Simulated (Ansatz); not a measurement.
# Cu/BN/Zn: conductance against the thickness of the layer, part 2 of 7

Wanted: T(E), the conductance and its decay constant for Cu/BN/Zn. The lower electrode is Cu fcc(111), the upper one Zn hcp(0001); the barrier is BN zinc blende(111) (whole bilayers). In the first transport cell, after relaxation, the nearest pair of electrode and barrier is Cu–N at 2.00 Å, along the normal, at the lower face and Zn–B at 2.70 Å, at a slant, too long for a bond, at the upper one. A gap without bonds adds to the barrier. All share a net of side 2.567 Å, which strains the lower electrode by +0.0 %, the upper one by -3.5 % and the barrier by +0.0 %, against typed lattice constants near PBE's. The first steps treat the bulk electrodes alone.

Ansatz 0.2.0; PBE DFT, plane waves, PAW files (the session's first sound run).

So far. Step 2 (The strained electrode, 3 atoms, electrode Cu fcc(111)): Little changed from the start: no atom moved by 0.005 Å and no cell edge by 0.1 %.

## Step 3: Layer spacing of the electrode, 2 atoms, electrode Zn hcp(0001)

System of this step: Zn. The structure is hexagonal, space group P6_3/mmc (No. 194). Conventional cell: a = 2.567 Å, b = 2.567 Å, c = 5.071 Å, α = 90.00°, β = 90.00°, γ = 120.00°. Nearest to Zn lie 6 Zn at 2.57 Å.

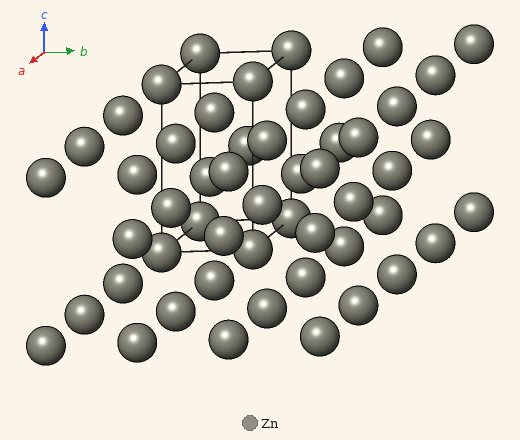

The cell of this step (zinc grey). 4×3×1 cells are drawn. Some periodic images of atoms are drawn too.

The electrode is held to the junction's net and relaxed along the normal; its spacing is used for the ideal lead layers.

Contents of input.yaml:

```yaml
crystal:
  lattice:
    - [2.567, 0.0, 0.0]
    - [-1.2835, 2.2230872115, 0.0]
    - [0.0, 0.0, 5.0711447368]
  atoms:
    - { symbol: Zn, position: [0.0, 0.0, 0.0] }
    - { symbol: Zn, position: [0.3333333333, 0.6666666667, 0.5] }
kpoints:
  mp_grid: { grid: [18, 18, 6] }
scf:
  occupations: { method: fermi_dirac, width: 0.1 }
  max_iter: 150
hamiltonian:
  xc: pbe
relax:
  f_tol: 0.01
  max_steps: 40
  cell: { fix: [a, b, angles] }
```

On the command line:

```bash
$ ansatz run input.yaml --threads 4 --pin off --max-ram 18432MiB --backend cpu --events-out ev --progress --plain --runs-dir out
```

Numbers of over 12 decimals in the logs are rounded to 6 here.

The log of the run:

```text
[...]
Crystal: 2 atoms, lattice volume = 28.939 Å³
Basis set: ecut = 420 eV, 587 PW (Γ), exchange–correlation on 36×36×72 points (8 copies of the dense FFT grid, shifted against one another)
Bands: 16, of which v1, the nominal top of the filled ones, is band 12 counted from 1 (11 counted from 0)
Symmetry: 24 space group operations
[...]
k-points: 148 of 1944
[...]
SCF iter   1: F=—  HF=-6638.035773 eV  |F-HF|=—  |Δ(HF+E_count)|=         —  Δρ=1.20e-3  dr2=3.92e-4  ethr=1.77e-3  ⟨swp⟩=5.2  Hψ=11776  notcnv=0
[...]
SCF iter   7: F=-6638.036197 eV  HF=-6638.036197 eV  |F-HF|=1.66e-8  |Δ(HF+E_count)|=   1.63e-7  Δρ=9.35e-6  dr2=1.38e-8  ethr=4.17e-10  ⟨swp⟩=4.9  Hψ=9439  notcnv=0
SCF 1 converged in 7 iterations: F = -6638.036197 eV  dr2 = 1.38e-8
[...]
relax step   1: F+E_penalty+E_count = -6638.03619734 eV  Δ(F+E_penalty+E_count) = +0.000e0 eV  max|allowed force component| = 1.665e-16 eV/Å  Δτ_max = 0.0000 Å  P = +5.766 GPa  Ω = 28.939 Å³  fix = [a, b, alpha, beta, gamma]  reactions: a +7.429, b +7.429 GPa  (7 SCF iters, dr2 threshold 1.00e-7 eV, accepted)
Crystal: 2 atoms, lattice volume = 29.423 Å³
Basis set: ecut = 420 eV, 623 PW (Γ), exchange–correlation on 36×36×72 points (8 copies of the dense FFT grid, shifted against one another)
[...]
SCF iter   5: F=-6638.040885 eV  HF=-6638.040885 eV  |F-HF|=5.81e-9  |Δ(HF+E_count)|=   1.12e-7  Δρ=1.05e-5  dr2=2.99e-8  ethr=8.33e-10  ⟨swp⟩=4.5  Hψ=8775  notcnv=0
SCF 2 converged in 5 iterations: F = -6638.040885 eV  dr2 = 2.99e-8
relax step   2: F+E_penalty+E_count = -6638.04088548 eV  Δ(F+E_penalty+E_count) = -4.688e-3 eV  max|allowed force component| = 1.388e-16 eV/Å  Δτ_max = 0.0000 Å  P = +4.800 GPa  Ω = 29.423 Å³  energy of the carried Pulay correction = -3.649e-4 eV  fix = [a, b, alpha, beta, gamma]  reactions: a +6.723, b +6.723 GPa  (5 SCF iters, dr2 threshold 2.00e-7 eV, accepted)
Crystal: 2 atoms, lattice volume = 29.735 Å³
[...]
SCF iter   5: F=-6638.041694 eV  HF=-6638.041694 eV  |F-HF|=7.89e-10  |Δ(HF+E_count)|=   6.45e-8  Δρ=6.30e-6  dr2=9.53e-9  ethr=8.33e-10  ⟨swp⟩=4.1  Hψ=8385  notcnv=0
SCF 3 converged in 5 iterations: F = -6638.041694 eV  dr2 = 9.53e-9
[...]
relax step   3: F+E_penalty+E_count = -6638.04169438 eV  Δ(F+E_penalty+E_count) = -8.089e-4 eV  max|allowed force component| = 2.174e-16 eV/Å  Δτ_max = 0.0000 Å  P = +4.234 GPa  Ω = 29.735 Å³  energy of the carried Pulay correction = -5.975e-4 eV  fix = [a, b, alpha, beta, gamma]  reactions: a +6.287, b +6.287 GPa  (5 SCF iters, dr2 threshold 2.00e-7 eV, accepted)
[...]
relax step   4: F+E_penalty+E_count = -6638.04167901 eV  Δ(F+E_penalty+E_count) = +1.537e-5 eV  max|allowed force component| = 1.110e-16 eV/Å  Δτ_max = 0.0000 Å  P = +4.149 GPa  Ω = 29.784 Å³  energy of the carried Pulay correction = -6.337e-4 eV  fix = [a, b, alpha, beta, gamma]  reactions: a +6.220, b +6.220 GPa  (4 SCF iters, dr2 threshold 4.18e-8 eV, accepted)
[...]
SCF iter   6: F=-6638.042278 eV  HF=-6638.042278 eV  |F-HF|=1.82e-12  |Δ(HF+E_count)|=   2.29e-9  Δρ=7.29e-8  dr2=5.33e-13  ethr=1.00e-12  ⟨swp⟩=5.4  Hψ=10499  notcnv=0
SCF 5 converged in 6 iterations: F = -6638.042278 eV  dr2 = 5.33e-13
relax step   5: F+E_penalty+E_count = -6638.04227757 eV  Δ(F+E_penalty+E_count) = -5.986e-4 eV  max|allowed force component| = 1.064e-16 eV/Å  Δτ_max = 0.0000 Å  P = +4.143 GPa  Ω = 29.784 Å³  fix = [a, b, alpha, beta, gamma]  reactions: a +6.216, b +6.216 GPa  stress off target by 2.86e-3 GPa on what of the cell is left free  SCF on the basis re-selected at this cell (its energy is not comparable with the rows above)  (6 SCF iters)
basis re-selected at this cell: Δ(F+E_penalty+E_count) = -5.986e-4 eV, ΔP = -0.006 GPa vs the last step (what re-selecting the basis moved, of the pressure what is left beyond the Pulay correction that the steps carried, after the strain that the cell walked since its last selection, with what the two solves' SCF thresholds leave and, on support functions, any second-order correction that the steps lacked; it is no m [...]
SCF converged after 6 iterations
Free energy (F): -6638.042278 eV
[...]
Internal energy: -6638.025958 eV  (E = F + TS)
E sigma→0 (E₀):  -6638.034118 eV
Entropy (-TS):   -0.016320 eV (-8.160 meV/atom)
Fermi energy:    11.166871 eV
[...]
--- Stress (GPa, compression-positive) ---
        6.216049       0.000000      -0.000000
        0.000000       6.216049       0.000000
       -0.000000       0.000000      -0.002861
  P = ⅓ Tr σ = 4.1431 GPa (41.431 kbar)
--- Relaxed structure (4 steps of the walk, 4 accepted, 1 SCFs on fresh bases) ---
[...]
cell:  # Å, volume = 29.7838 Å³
    - [2.567000, 0, 0]
    - [-1.283500, 2.223087, 0]
    - [0, 0, 5.219128]
  atoms:
    - { symbol: Zn, position: [9.251858539620023e-18, -5.088522196306341e-17, 0] }
    - { symbol: Zn, position: [0.333333, 0.666667, 0.500000] }
```

The job ended after 5.3 s (4 threads of Arm Neoverse V1, shared host; peak memory 0.36 GiB).

Relaxation path:

```csv
step,energy less that of the first step (eV),largest force component (eV/Å),pressure (GPa),volume (Å³)
1,0.0000,0.0000,5.77,28.94
2,-0.0047,0.0000,4.80,29.42
3,-0.0055,0.0000,4.23,29.74
4,-0.0055,0.0000,4.15,29.78
5*,-0.0061,0.0000,4.14,29.78
```

Relaxation steps marked * repeat the geometry before them on a plane-wave basis chosen anew for their cell, so energy and pressure can jump there.

The run keeps the 24 symmetry operations that it works with, so distortions that break them were not tested.

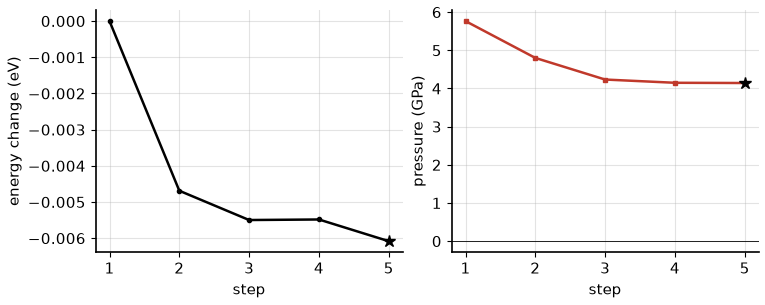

Energy and pressure along the relaxation. Stars mark steps on a basis chosen anew.

```csv
"conventional cell, symmetrised",before,after,change
a (Å),2.567,2.567,-0.0 %
b (Å),2.567,2.567,-0.0 %
c (Å),5.071,5.219,+2.9 %
volume (Å³/atom),14.47,14.89,+2.9 %
```

Final coordinates:

```xyz
2
Lattice="2.5670 0.0000 0.0000 -1.2835 2.2231 0.0000 0.0000 0.0000 5.2191" Properties=species:S:1:pos:R:3 pbc="T T T"
Zn    0.0000    0.0000    0.0000
Zn    0.0000    1.4821    2.6096
```

This step gave:

```
free energy  : -6638.0423 eV
Fermi energy : 11.17 eV
pressure     : 4.143 GPa
```

The cell grew by 2.9 % in volume.

[end of part 2 of 7]

[Logs are printed without paths, hosts, clocks, repeated set-up lines and the standing remarks that a program may print on its own settings, such as how far it seeks lower states.]

[Hosts, paths, dates, database ids (printed as entryN), source tags and the programs' standing remarks are cut or masked in the printed files.]
